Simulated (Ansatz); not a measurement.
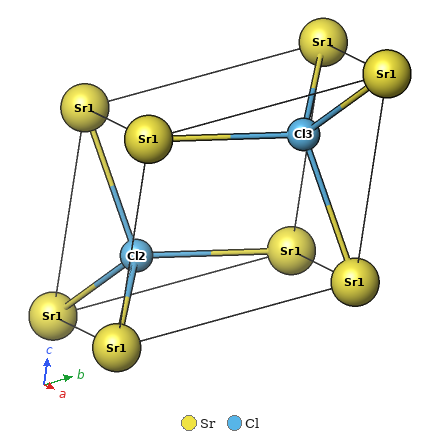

The system is SrCl₂ (Fm-3m, No. 225; 3 atoms in the cell); the picture shows the reference structure. 
- The energy is mapped over volume and the cell's shape.
- The first coordinate is: volume per atom; the second: c/a of the conventional cell.
- Nothing is relaxed (symmetry fixes all fractional coordinates).
- Grid: 11 × 11 points.
- Points are written as (first, second).
- All energies are given in meV/atom relative to the lowest grid point.
- Method: DFT PBE, scalar-relativistic, plane waves, PAW in Ansatz. Settings: cutoff 420 eV, k-mesh 6×6×6, gaussian smearing 0.05 eV, no spin polarisation.

Its coordinates:

```xyz
3
Lattice="0.0000 3.5192 3.5192 3.5192 0.0000 3.5192 3.5192 3.5192 0.0000" Properties=species:S:1:pos:R:3 pbc="T T T"
Sr    0.0000    0.0000    0.0000
Cl    1.7596    1.7596    1.7596
Cl    5.2788    5.2788    5.2788
```

Range: volume per atom from 26.73 to 31.38 Å³; c/a of the conventional cell from 0.923 to 1.083.

Q: What landscape does the calculation give?

A: The lowest grid point is at (29.06 Å³, 1.000). No other kind of well shows on this grid. The highest grid point, (26.73 Å³, 0.923), lies 44.3 meV/atom above the lowest. Round the minimum the two coordinates are nearly uncoupled. The gap on the k-mesh is 5.2 eV at the lowest point and runs from 4.5 to 5.5 eV over the map.

| c/a of the conventional cell ↓, volume per atom → | 26.73 | 27.20 | 27.66 | 28.13 | 28.59 | 29.06 | 29.52 | 29.99 | 30.45 | 30.92 | 31.38 |
| --- | --- | --- | --- | --- | --- | --- | --- | --- | --- | --- | --- |
| 1.083 | 43.3 | 34.4 | 27.7 | 23.0 | 20.3 | 19.2 | 19.7 | 21.7 | 25.0 | 29.5 | 35.1 |
| 1.066 | 36.2 | 27.3 | 20.6 | 16.0 | 13.3 | 12.3 | 12.8 | 14.9 | 18.2 | 22.7 | 28.4 |
| 1.049 | 30.6 | 21.8 | 15.1 | 10.6 | 7.9 | 6.9 | 7.5 | 9.6 | 12.9 | 17.5 | 23.2 |
| 1.033 | 26.6 | 17.8 | 11.2 | 6.7 | 4.0 | 3.1 | 3.7 | 5.8 | 9.2 | 13.8 | 19.5 |
| 1.016 | 24.2 | 15.4 | 8.9 | 4.3 | 1.7 | 0.8 | 1.4 | 3.5 | 6.9 | 11.5 | 17.2 |
| 1.000 | 23.4 | 14.6 | 8.1 | 3.6 | 0.9 | 0.0 | 0.6 | 2.7 | 6.1 | 10.8 | 16.5 |
| 0.984 | 24.2 | 15.4 | 8.9 | 4.4 | 1.7 | 0.8 | 1.4 | 3.5 | 6.9 | 11.5 | 17.2 |
| 0.968 | 26.7 | 17.9 | 11.3 | 6.7 | 4.1 | 3.1 | 3.7 | 5.8 | 9.2 | 13.8 | 19.5 |
| 0.953 | 30.9 | 22.0 | 15.3 | 10.8 | 8.1 | 7.1 | 7.7 | 9.7 | 13.0 | 17.6 | 23.3 |
| 0.938 | 36.7 | 27.8 | 21.1 | 16.4 | 13.6 | 12.6 | 13.1 | 15.1 | 18.4 | 22.9 | 28.6 |
| 0.923 | 44.3 | 35.3 | 28.5 | 23.8 | 20.9 | 19.8 | 20.3 | 22.2 | 25.4 | 29.9 | 35.4 |

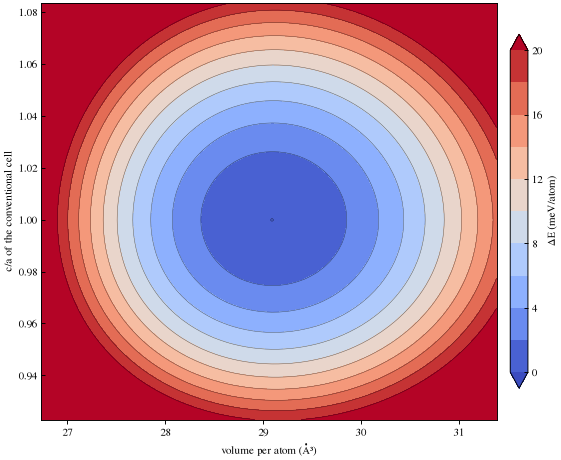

In the figure: filled contours, one colour for all values above the top of the scale. Between grid points the surface is interpolated.

Each point was launched as `ansatz run input.yaml --threads 1 --pin off --max-ram 2048MiB --backend cpu --events-out ev --progress --plain --runs-dir out`. Time for the 121 points that were run: 4.7 min on 1 thread of Arm Neoverse V2, on a shared host.
